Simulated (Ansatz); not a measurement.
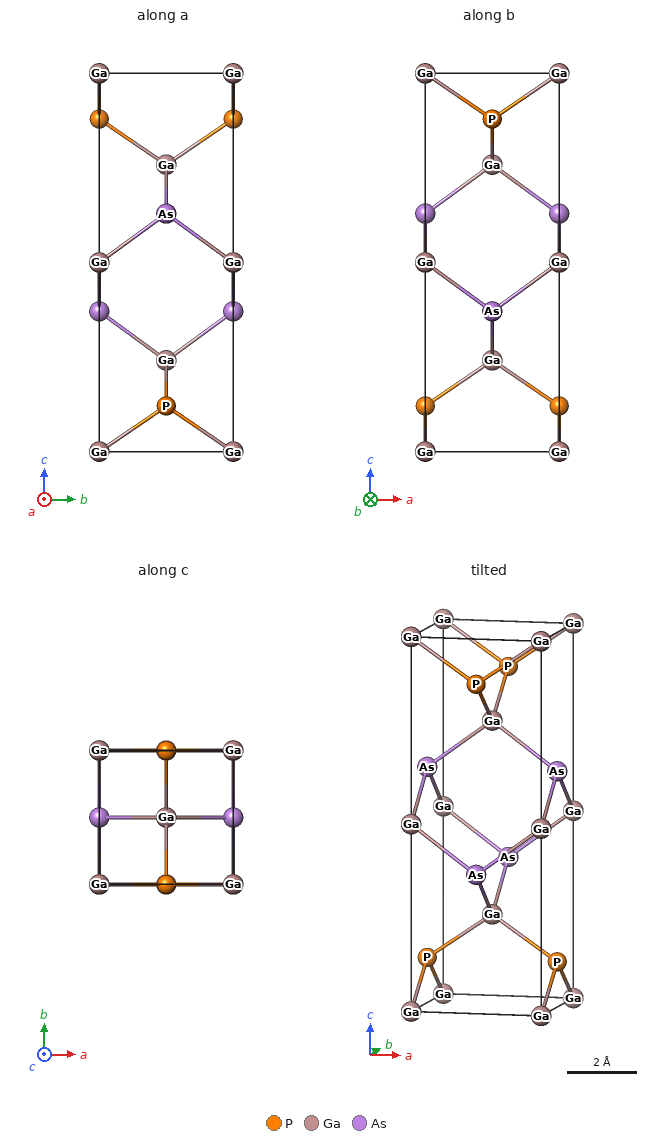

The figure gives a ball-and-stick picture of the atoms, viewed along the a axis, along the b axis, along the c axis and slightly off an axis. The wireframe shows the conventional unit cell.

Lattice parameters: a = 3.9321 Å, b = 3.9321 Å, c = 11.1039 Å, α = 90.000°, β = 90.000°, γ = 90.000°.

### Give the atomic positions as a CIF in P1 with every atom of the cell, with free fractional coordinates to two decimals.

```cif
data_structure
_symmetry_space_group_name_H-M 'P 1'
_symmetry_Int_Tables_number 1
_cell_length_a 3.9321
_cell_length_b 3.9321
_cell_length_c 11.1039
_cell_angle_alpha 90.000
_cell_angle_beta 90.000
_cell_angle_gamma 90.000
_cell_volume 171.68
loop_
_atom_site_label
_atom_site_type_symbol
_atom_site_fract_x
_atom_site_fract_y
_atom_site_fract_z
_atom_site_occupancy
P1 P 0.00 0.50 0.12 1
Ga1 Ga 0.00 0.00 0.00 1
P2 P 0.50 0.00 0.88 1
Ga2 Ga 0.50 0.50 0.76 1
As1 As 0.00 0.50 0.63 1
Ga3 Ga 0.00 0.00 0.50 1
As2 As 0.50 0.00 0.37 1
Ga4 Ga 0.50 0.50 0.24 1
```

The model was built from a structure type filled with these elements by a generator (whether the compound takes this form wasn't checked). Earlier steps of the study may have refined or changed the cell and positions. It went into a calculation with Ansatz.
